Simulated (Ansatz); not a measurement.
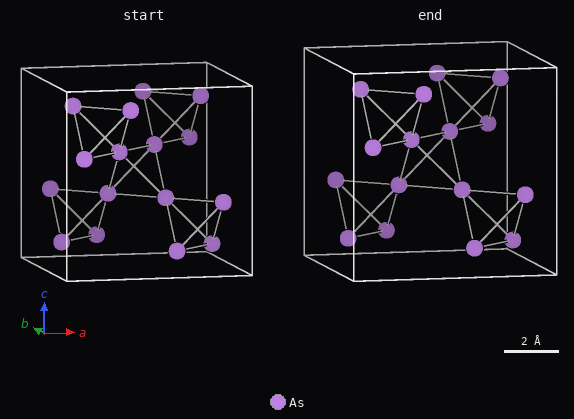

The structure of a crystal of As (a generated structure, set up in Fd-3m) (coarse preliminary run) before (left) and after (right) a relaxation, at one scale.

A ball-and-stick model of the conventional cell (4 times the calculation's cell), seen slightly off an axis. Lengths and directions refer to the drawn axes.

Theory: DFT PBE, scalar-relativistic, plane waves, PAW in Ansatz 0.2.0. (plane-wave cutoff 420 eV; k-point mesh 4 × 4 × 4; occupations gaussian; smearing width 0.1 eV; no spin polarisation; cell and atoms relaxed; force threshold 0.04 eV/Å; at most 70 steps)

Summarise the run.

No atom moves by more than 0.005 Å relative to the cell. Cell: a = b = c 7.128 → 7.807 Å (+9.5 %). Volume +31.4 %. Some distances before and after: As–As 2.520 → 2.760 Å. The space group stays Fd-3m (No. 227). After 3 accepted moves (4 points after the start) the energy has fallen by 342 meV per atom. All forces vanish by symmetry, so only the cell relaxes. The pressure goes from 18.90 to 0.28 GPa. At 1 point the geometry stayed and the basis and grid were re-selected for the new cell (energy shift of 3.5 meV per atom at most each time). Cost: 7.8 s on 1 thread of Arm Neoverse V2, on a shared host, peak memory 0.36 GiB.
